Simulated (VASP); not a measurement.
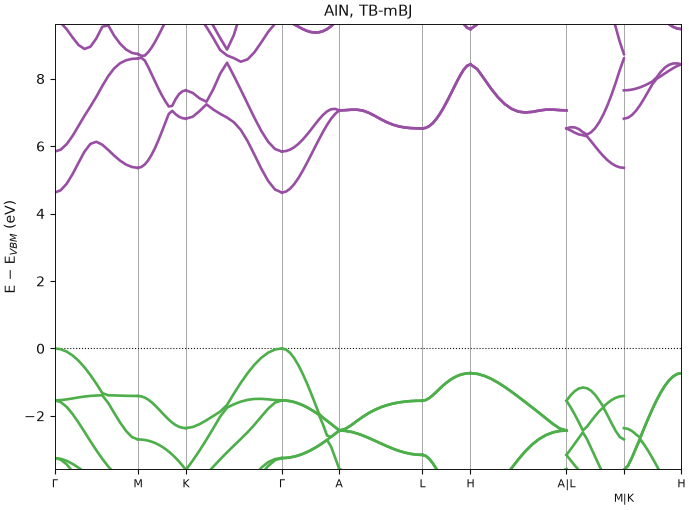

Band structure. Energies are counted from the top of the valence band.

What lattice type does the k path imply?

A hexagonal (primitive) lattice: the path Γ–M–K–Γ–A–L–H–A|L–M|K–H runs through the special points of its Brillouin zone.

System: AlN, space group P6_3/mmc, 4 atoms in the cell.

```xyz
4
Lattice="3.3008 0.0000 0.0000 -1.6504 2.8586 0.0000 0.0000 0.0000 4.1384" Properties=species:S:1:pos:R:3 pbc="T T T"
Al    0.0000    1.9057    3.1038
Al    1.6504    0.9528    1.0346
N     0.0000    1.9057    1.0346
N     1.6504    0.9528    3.1038
```

Level of theory: TB-mBJ, VASP PAW PBE potentials, release 64 (Al, N), no spin polarisation, no spin-orbit coupling, 9×9×6 k mesh, 520 eV cutoff; code VASP 6.6.1.

Metal, semiconductor or insulator, and what is the gap?

An insulator. The gap along this path is 4.62 eV and direct: both edges lie at Γ.

What are the direct gaps at H, A and K?

The direct gaps are 9.16 eV at H, 9.49 eV at A and 9.18 eV at K.

How much do the top valence band and the lowest conduction band disperse along the path?

The top valence band spans 2.6 eV and the lowest conduction band 3.8 eV.

The PAW data sets were made with another functional. This is a model potential built to give gaps, with no total energy. The usual form of AlN is wurtzite. The cell was derived from a database entry in an earlier step, so it needn't be the measured one.
